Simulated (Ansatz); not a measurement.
Ir: space group Im-3m (No. 229), a = 3.048 Å, b = 3.048 Å, c = 3.048 Å, α = 90.00°, β = 90.00°, γ = 90.00°. The structure is a calculation's input; it may be strained or unrelaxed. It was generated, so it need not be a known form of this composition. Forms under 0.4 % of the area are left out.

**Which faces does the BFDH rule predict for this crystal?**

The forms computed, by share of the surface:

| form | faces | d (Å) | share of area (%) |
| --- | --- | --- | --- |
| {110} | 12 | 2.155 | 100.0 |

The crystal is roughly equant (blocky). Widths along a, b and c stand as 1.00 : 1.00 : 1.00.

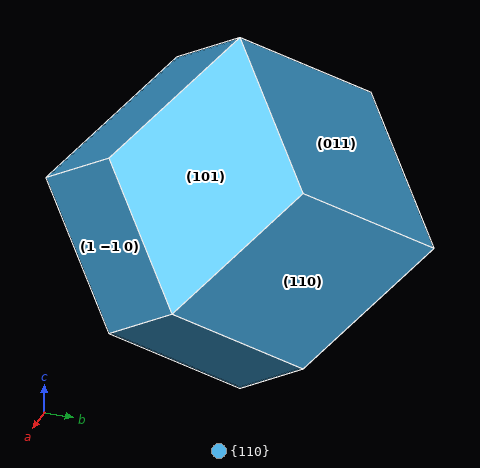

The computed shape, faces indexed. The rule is geometric and ignores bonding and growth conditions.
